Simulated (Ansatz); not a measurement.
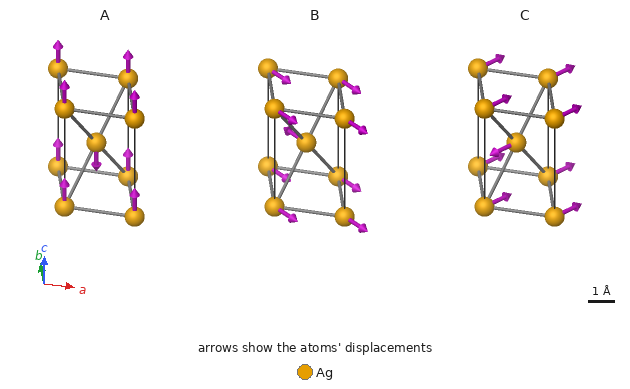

Three modes of solid Ag at the zone centre of a doubled cell, in no order. The purple arrows give the relative displacements of the atoms. Style: ball-and-stick. Shown: the cell of the calculation, from a free direction.

All numbers below come from Ansatz, DFT r2SCAN, scalar-relativistic, plane waves, PAW. (plane-wave cutoff 500 eV; k-point mesh 22 × 22 × 14; occupations gaussian; smearing width 0.15 eV; no spin polarisation)

Rank the modes by frequency, softest first.

B (25i cm⁻¹), C (106 cm⁻¹), A (164 cm⁻¹). B, non-degenerate: All motion is along [1 −1 0] of the drawn cell; atoms of one kind move against one another, with no net shift of their sublattice. C, non-degenerate: All motion is along [1 1 0] of the drawn cell; atoms of one kind move against one another, with no net shift of their sublattice. A, non-degenerate: All motion is along c of the drawn cell; atoms of one kind move against one another, with no net shift of their sublattice. The crystal is metallic in this run.
